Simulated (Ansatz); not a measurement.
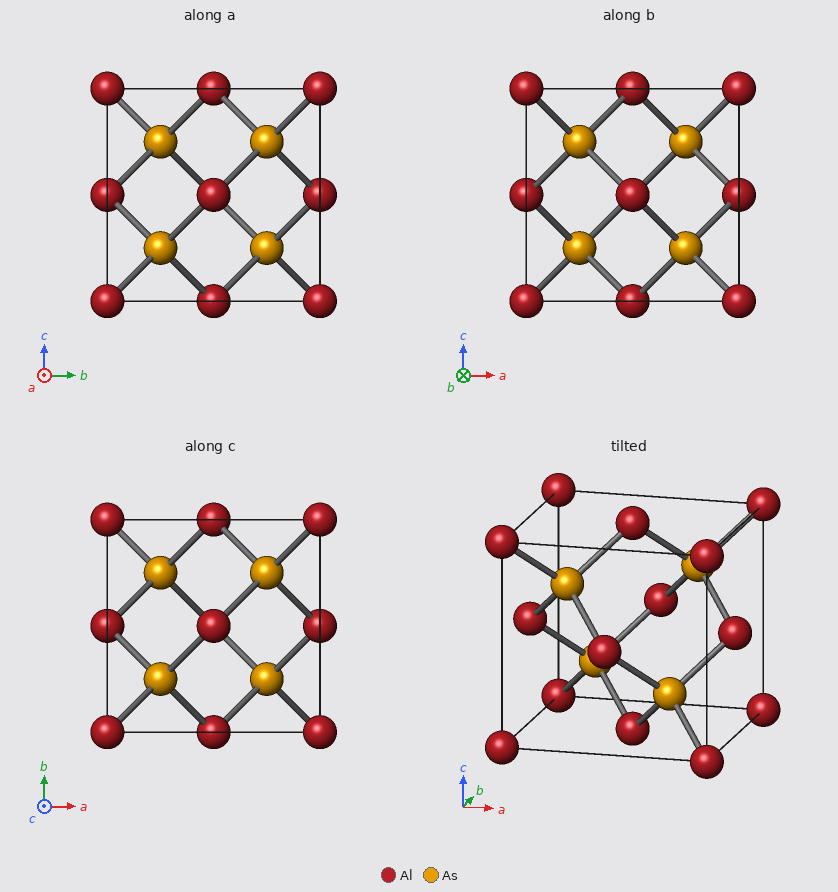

View along the a axis, along the b axis, along the c axis and slightly off an axis, drawn as a ball-and-stick model. The parallelepiped is the conventional unit cell.

Lattice parameters: a = 5.6778 Å, b = 5.6778 Å, c = 5.6778 Å, α = 90.000°, β = 90.000°, γ = 90.000°.

Question: Record the structure as a CIF in P1 with every atom of the cell.

Answer:
```cif
data_structure
_symmetry_space_group_name_H-M 'P 1'
_symmetry_Int_Tables_number 1
_cell_length_a 5.6778
_cell_length_b 5.6778
_cell_length_c 5.6778
_cell_angle_alpha 90.000
_cell_angle_beta 90.000
_cell_angle_gamma 90.000
_cell_volume 183.04
loop_
_atom_site_label
_atom_site_type_symbol
_atom_site_fract_x
_atom_site_fract_y
_atom_site_fract_z
_atom_site_occupancy
Al1 Al 0.0000 0.0000 0.0000 1
As1 As 0.2500 0.2500 0.7500 1
Al2 Al 0.0000 0.5000 0.5000 1
As2 As 0.2500 0.7500 0.2500 1
Al3 Al 0.5000 0.0000 0.5000 1
As3 As 0.7500 0.2500 0.2500 1
Al4 Al 0.5000 0.5000 0.0000 1
As4 As 0.7500 0.7500 0.7500 1
```

It derives from a structure type filled with these elements by a generator (whether the compound takes this form wasn't checked). Earlier steps of the study may have refined or changed the cell and positions. A calculation with Ansatz used it as input.
